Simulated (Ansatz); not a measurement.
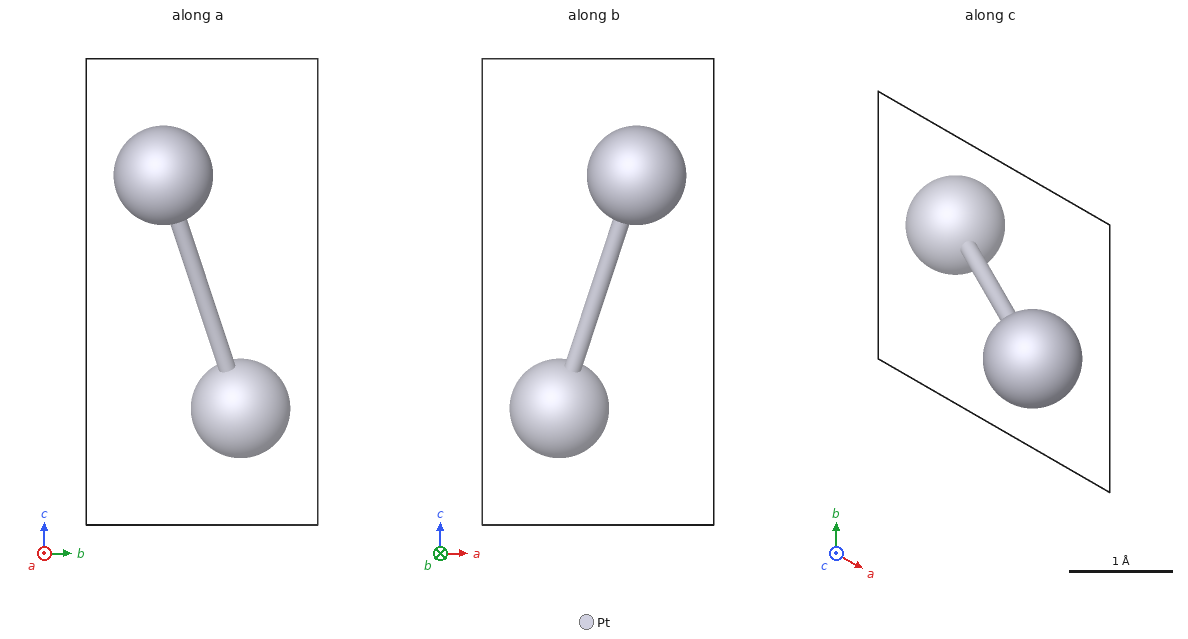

An orthographic ball-and-stick view of the structure, along the a axis, along the b axis and along the c axis. The lines enclose the conventional unit cell; boundary atoms appear with their images.

Lattice parameters: a = 2.619 Å, b = 2.619 Å, c = 4.565 Å, α = 90.00°, β = 90.00°, γ = 120.00°. Put a along x and b in the xy plane.

Write the structure as a POSCAR file.

Answer.
```
Pt
1.0
     2.619    0.000    0.000
    -1.310    2.268    0.000
     0.000    0.000    4.565
Pt
2
Direct
  0.3333 0.6667 0.2500
  0.6667 0.3333 0.7500
```

The initial geometry was a structure type filled with this element by a generator (whether the element takes this form wasn't checked). Earlier steps of the study may have refined or changed the cell and positions. It went into a calculation with Ansatz.

At this level of theory the cell isn't at rest (compressed, at 48 GPa), so its distances can differ from those at equilibrium, the more so the softer the solid.
